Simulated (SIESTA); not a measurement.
System: Hf, space group Fm-3m (No. 225).

Starting cell:
```xyz
1
Lattice="0.0000 2.2200 2.2200 2.2200 0.0000 2.2200 2.2200 2.2200 0.0000" Properties=species:S:1:pos:R:3 pbc="T T T"
Hf    0.0000    0.0000    0.0000
```

Method: DFT in numerical atomic orbitals with pseudopotentials, no spin polarisation; energies at scaled volumes of the given cell, shape and fractions fixed, counted from the fit's minimum, third-order Birch-Murnaghan fit (SIESTA 5.4.2). Level: PBEsol.

k mesh 10×10×10; occupations Fermi–Dirac; smearing width 0.05 eV; potentials PseudoDojo 0.4 standard, converted to PSML, two zetas on semicore shells; program settings basis DZP, mesh cutoff 800 Ry.

What does the calculation give for the energy against volume? The volume takes the values 20.57, 21.01, 21.44, 21.88, 22.32, 22.76, 23.20 Å³/atom.

A third-order Birch–Murnaghan fit gives V0 = 21.75 Å³/atom, B0 = 119 GPa and B′ = 3.6. The energy is 25.82 meV/atom at volume 20.57 Å³/atom and 32.55 meV/atom at 23.20 Å³/atom; the lowest computed point is at volume 21.88 Å³/atom (0.25 meV/atom), in a single well.

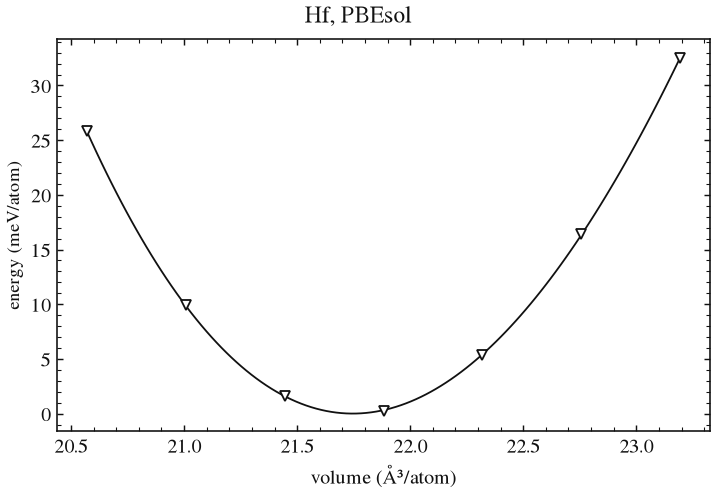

Caveats: mulliken charges of long orbitals; short basis over semicore shells.
